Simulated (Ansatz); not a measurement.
SrTiO3: single-point calculation (part 2 of 2)

SrTiO3 (Pm-3m, 40 atoms in the cell); DFT PBE, scalar-relativistic, plane waves, PAW, no spin polarisation (Ansatz 0.2.0); cutoff 420 eV, 2×2×2 k-mesh, Gaussian smearing of 0.05 eV. The structure derives from an entry of the Crystallography Open Database.

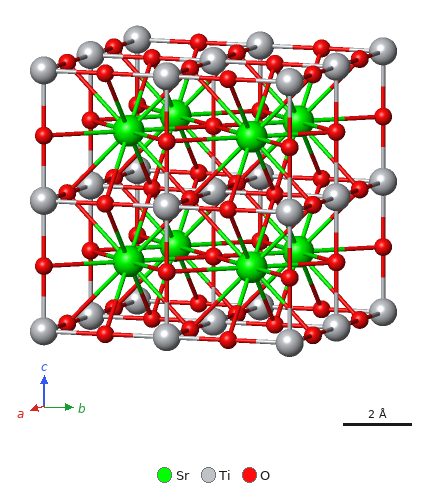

**Figure 1.** The input geometry (ball-and-stick view of the cell of the calculation, seen slightly off an axis). An atom can appear more than once, as a periodic image.

What the program printed, continued
```
  k-point 0: bands = ["-46.4235", "-46.4222", "-46.4222", "-46.4222", "-46.4209", "-46.4209", "-46.4209", "-46.4196", "-22.8429", "-22.8429", "-22.8429", "-22.7521", "-22.7521", "-22.7521", "-22.7521", "-22.7521", "-22.7521", "-22.7483", "-22.7483", "-22.7483", "-22.7216", "-22.6843", "-22.6843", "-22.6843", "-22.6812", "-22.6812", "-22.6812", "-22.6812", "-22.6812", "-22.6812", "-22.6788", "-22.6788", "-22.6788", "-22.6783", "-22.6783", "-22.6783", "-22.6604", "-22.6086", "-22.6086", "-22.6086",
      "-7.6382", "-7.6382", "-7.6382", "-7.4220", "-6.7767", "-6.7767", "-6.7767", "-6.5623", "-6.5623", "-6.5623", "-6.5623", "-6.5623", "-6.5623", "-6.4392", "-6.4392", "-6.3998", "-6.3998", "-6.3998", "-6.1094", "-6.1094", "-6.1094", "-6.0761", "-6.0761", "-6.0761", "-4.9832", "-4.9832", "-4.9832", "-4.7173", "-4.7173", "-4.7173", "-4.6697", "-4.6697", "-4.6697", "-4.6697", "-4.6697", "-4.6697", "-4.6122", "-4.6122", "-4.6122", "-4.3104",
      "-4.3104", "-4.3104", "-4.3104", "-4.3104", "-4.3104", "-4.1397", "-4.1397", "-4.1397", "5.3601", "5.3601", "5.3601", "5.3742", "5.4803", "5.4803", "5.4803", "5.6800", "5.6800", "5.6800", "5.8119", "5.8119", "5.8119", "5.8301", "5.8301", "6.2707", "6.2707", "6.2707", "7.1489", "7.1489", "7.1489", "7.1489", "7.1489", "7.1489", "7.1637", "7.1637", "7.1637", "7.1637", "7.1637", "7.1637", "7.1821", "7.1821",
      "7.1821", "7.5245", "7.5245", "7.5245", "7.6456", "7.6456", "7.6456", "7.6456", "7.6456", "7.6456", "8.0229", "8.0229", "8.0229", "8.2820", "8.2820", "8.2820", "8.4350", "8.4350", "8.4350", "8.4350", "8.4350", "8.4350", "8.8230", "8.8230", "8.8230", "9.2740", "9.2740", "9.2740", "9.2740", "9.2740", "9.2740", "9.6501", "9.6501", "9.6501", "9.9082", "9.9082", "9.9082", "9.9959", "9.9959", "9.9959",
      "11.8633", "11.8633", "11.8633", "12.0279", "12.0279", "12.0279", "13.7839", "13.7839", "13.7839", "13.7839", "13.7839", "13.7839", "13.7923", "13.7923", "13.7923", "13.7923", "13.7923", "13.7923", "14.2464", "14.2464", "14.2464", "14.3203", "14.3203", "14.3348", "14.3348", "14.3348"]
  k-point 1: bands = ["-46.4228", "-46.4228", "-46.4215", "-46.4215", "-46.4215", "-46.4215", "-46.4203", "-46.4203", "-22.8074", "-22.8074", "-22.8074", "-22.8074", "-22.7953", "-22.7953", "-22.7502", "-22.7502", "-22.7502", "-22.7502", "-22.7169", "-22.7169", "-22.7169", "-22.7169", "-22.7135", "-22.7135", "-22.6827", "-22.6827", "-22.6827", "-22.6827", "-22.6798", "-22.6798", "-22.6798", "-22.6798", "-22.6696", "-22.6696", "-22.6338", "-22.6338", "-22.6338", "-22.6338", "-22.6336", "-22.6336",
      "-7.4882", "-7.4882", "-7.3161", "-7.3161", "-7.3161", "-7.3161", "-6.4421", "-6.4421", "-6.4195", "-6.4195", "-6.3648", "-6.3648", "-6.3648", "-6.3648", "-6.3623", "-6.3623", "-6.3605", "-6.3605", "-6.3605", "-6.3605", "-6.3571", "-6.3571", "-6.3571", "-6.3571", "-4.8032", "-4.8032", "-4.6937", "-4.6937", "-4.6937", "-4.6937", "-4.6412", "-4.6412", "-4.6412", "-4.6412", "-4.6023", "-4.6023", "-4.6023", "-4.6023", "-4.4707", "-4.4707",
      "-4.4707", "-4.4707", "-4.3953", "-4.3953", "-4.2528", "-4.2528", "-4.2528", "-4.2528", "5.4970", "5.4970", "5.6469", "5.6469", "5.6469", "5.6469", "5.8141", "5.8141", "5.8207", "5.8207", "6.0187", "6.0187", "6.0187", "6.0187", "6.4635", "6.4635", "6.5734", "6.5734", "6.5734", "6.5734", "6.5865", "6.5865", "6.5865", "6.5865", "6.8459", "6.8459", "7.1520", "7.1520", "7.1520", "7.1520", "7.1596", "7.1596",
      "7.1596", "7.1596", "7.3891", "7.3891", "7.3891", "7.3891", "8.1225", "8.1225", "8.1225", "8.1225", "8.1875", "8.1875", "8.1875", "8.1875", "8.3325", "8.3325", "8.3900", "8.3900", "8.5370", "8.5370", "8.5370", "8.5370", "8.6826", "8.6826", "8.6826", "8.6826", "9.3285", "9.3285", "9.3285", "9.3285", "9.3575", "9.3575", "9.3575", "9.3575", "9.4081", "9.4081", "9.4081", "9.4081", "9.9512", "9.9512",
      "11.9436", "11.9436", "12.9204", "12.9204", "12.9204", "12.9204", "12.9836", "12.9836", "12.9836", "12.9836", "13.7871", "13.7871", "13.7871", "13.7871", "13.9067", "13.9067", "13.9067", "13.9067", "14.0739", "14.0739", "14.0739", "14.0739", "14.3294", "14.3294", "14.3540", "14.3540"]
  k-point 2: bands = ["-46.4222", "-46.4222", "-46.4222", "-46.4222", "-46.4209", "-46.4209", "-46.4209", "-46.4209", "-22.7898", "-22.7898", "-22.7898", "-22.7898", "-22.7829", "-22.7829", "-22.7829", "-22.7829", "-22.7183", "-22.7183", "-22.7183", "-22.7183", "-22.7155", "-22.7155", "-22.7155", "-22.7155", "-22.7149", "-22.7149", "-22.7149", "-22.7149", "-22.6813", "-22.6813", "-22.6813", "-22.6813", "-22.6476", "-22.6476", "-22.6476", "-22.6476", "-22.6270", "-22.6270", "-22.6270", "-22.6270",
      "-7.3406", "-7.3406", "-7.3406", "-7.3406", "-6.9967", "-6.9967", "-6.9967", "-6.9967", "-6.5077", "-6.5077", "-6.5077", "-6.5077", "-6.3487", "-6.3487", "-6.3487", "-6.3487", "-6.3316", "-6.3316", "-6.3316", "-6.3316", "-6.2444", "-6.2444", "-6.2444", "-6.2444", "-4.8284", "-4.8284", "-4.8284", "-4.8284", "-4.6676", "-4.6676", "-4.6676", "-4.6676", "-4.5128", "-4.5128", "-4.5128", "-4.5128", "-4.4444", "-4.4444", "-4.4444", "-4.4444",
      "-4.4431", "-4.4431", "-4.4431", "-4.4431", "-4.3786", "-4.3786", "-4.3786", "-4.3786", "5.6374", "5.6374", "5.6374", "5.6374", "6.0686", "6.0686", "6.0686", "6.0686", "6.1807", "6.1807", "6.1807", "6.1807", "6.4895", "6.4895", "6.4895", "6.4895", "6.5846", "6.5846", "6.5846", "6.5846", "6.6508", "6.6508", "6.6508", "6.6508", "6.7321", "6.7321", "6.7321", "6.7321", "6.9560", "6.9560", "6.9560", "6.9560",
      "7.1305", "7.1305", "7.1305", "7.1305", "7.2807", "7.2807", "7.2807", "7.2807", "7.8123", "7.8123", "7.8123", "7.8123", "8.2950", "8.2950", "8.2950", "8.2950", "8.6390", "8.6390", "8.6390", "8.6390", "8.9381", "8.9381", "8.9381", "8.9381", "9.0501", "9.0501", "9.0501", "9.0501", "9.1926", "9.1926", "9.1926", "9.1926", "9.2597", "9.2597", "9.2597", "9.2597", "9.4734", "9.4734", "9.4734", "9.4734",
      "12.8781", "12.8781", "12.8781", "12.8781", "13.0209", "13.0209", "13.0209", "13.0209", "13.2903", "13.2903", "13.2903", "13.2903", "13.4794", "13.4794", "13.4794", "13.4794", "13.9781", "13.9781", "13.9781", "13.9781", "14.0037", "14.0037", "14.0037", "14.0037", "14.9513", "14.9513"]
  k-point 3: bands = ["-46.4215", "-46.4215", "-46.4215", "-46.4215", "-46.4215", "-46.4215", "-46.4215", "-46.4215", "-22.7743", "-22.7743", "-22.7743", "-22.7743", "-22.7743", "-22.7743", "-22.7743", "-22.7743", "-22.7166", "-22.7166", "-22.7166", "-22.7166", "-22.7166", "-22.7166", "-22.7166", "-22.7166", "-22.7166", "-22.7166", "-22.7166", "-22.7166", "-22.7166", "-22.7166", "-22.7166", "-22.7166", "-22.6314", "-22.6314", "-22.6314", "-22.6314", "-22.6314", "-22.6314", "-22.6314", "-22.6314",
      "-7.1267", "-7.1267", "-7.1267", "-7.1267", "-7.1267", "-7.1267", "-7.1267", "-7.1267", "-6.3883", "-6.3883", "-6.3883", "-6.3883", "-6.3883", "-6.3883", "-6.3883", "-6.3883", "-6.3883", "-6.3883", "-6.3883", "-6.3883", "-6.3883", "-6.3883", "-6.3883", "-6.3883", "-4.6580", "-4.6580", "-4.6580", "-4.6580", "-4.6580", "-4.6580", "-4.6580", "-4.6580", "-4.6580", "-4.6580", "-4.6580", "-4.6580", "-4.6580", "-4.6580", "-4.6580", "-4.6580",
      "-4.3152", "-4.3152", "-4.3152", "-4.3152", "-4.3152", "-4.3152", "-4.3152", "-4.3152", "5.9729", "5.9729", "5.9729", "5.9729", "5.9729", "5.9729", "5.9729", "5.9729", "6.6560", "6.6560", "6.6560", "6.6560", "6.6560", "6.6560", "6.6560", "6.6560", "6.6560", "6.6560", "6.6560", "6.6560", "6.6560", "6.6560", "6.6560", "6.6560", "7.0478", "7.0478", "7.0478", "7.0478", "7.0478", "7.0478", "7.0478", "7.0478",
      "7.0478", "7.0478", "7.0478", "7.0478", "7.0478", "7.0478", "7.0478", "7.0478", "7.2155", "7.2155", "7.2155", "7.2155", "7.2155", "7.2155", "7.2155", "7.2155", "9.0715", "9.0715", "9.0715", "9.0715", "9.0715", "9.0715", "9.0715", "9.0715", "9.0715", "9.0715", "9.0715", "9.0715", "9.0715", "9.0715", "9.0715", "9.0715", "9.3755", "9.3755", "9.3755", "9.3755", "9.3755", "9.3755", "9.3755", "9.3755",
      "13.3498", "13.3498", "13.3498", "13.3498", "13.3498", "13.3498", "13.3498", "13.3498", "13.4070", "13.4070", "13.4070", "13.4070", "13.4070", "13.4070", "13.4070", "13.4070", "13.4070", "13.4070", "13.4070", "13.4070", "13.4070", "13.4070", "13.4070", "13.4070", "16.4835", "16.4835"]
```

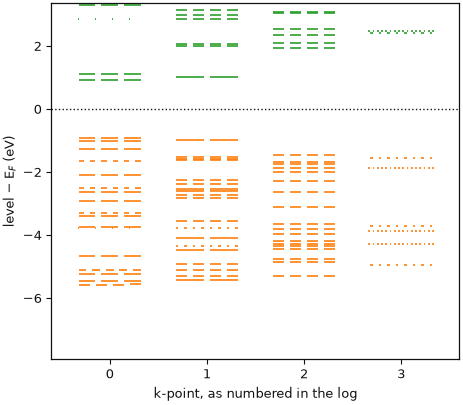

**Figure 2.** Kohn–Sham levels near the Fermi level (dotted) at the few k-points that the log prints; levels within 0.02 eV of each other stand side by side. Among these points the highest filled and lowest empty levels are 1.87 eV apart, which is the gap on the mesh.
